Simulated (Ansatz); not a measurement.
System: zincblende HgSe, space group F-43m, 2 atoms in the primitive cell. The cell is scaled uniformly. Computed with Ansatz: PBEsol, all-electron LAPW, no spin polarisation, no spin-orbit coupling, 8×8×8 k mesh, Fermi-Dirac smearing of 0.01 eV.

At a = 6.072 Å the lowest conduction level lies −1.02 eV (Γ) above the valence top at Γ.

Q: How does this level move from a = 5.948 Å to a = 6.191 Å?

A: Γ falls by 0.14 eV. A straight line against ln V has a slope of −1.1 eV at Γ.

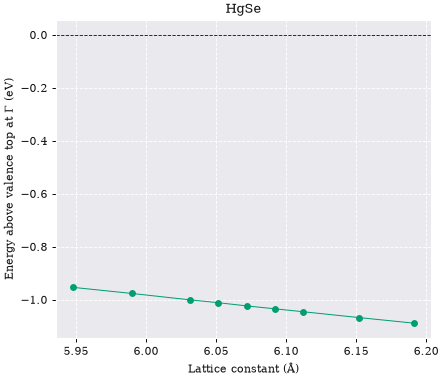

Lowest conduction level at Γ, counted from the valence-band top at Γ. A negative value at Γ means that the s-like level, then filled, lies under the p-like triplet: the bands are inverted and there is no gap.

| cell | Γ (eV) | pressure (GPa) |
| --- | --- | --- |
| a = 5.948 Å | −0.95 | 6.0 |
| a = 5.990 Å | −0.98 | 4.4 |
| a = 6.031 Å | −1.00 | 3.0 |
| a = 6.052 Å | −1.01 | 2.3 |
| a = 6.072 Å | −1.02 | 1.7 |
| a = 6.092 Å | −1.04 | 1.1 |
| a = 6.112 Å | −1.05 | 0.6 |
| a = 6.152 Å | −1.07 | −0.4 |
| a = 6.191 Å | −1.09 | −1.3 |

Spin-orbit coupling is left out, which matters for Hg and Se.
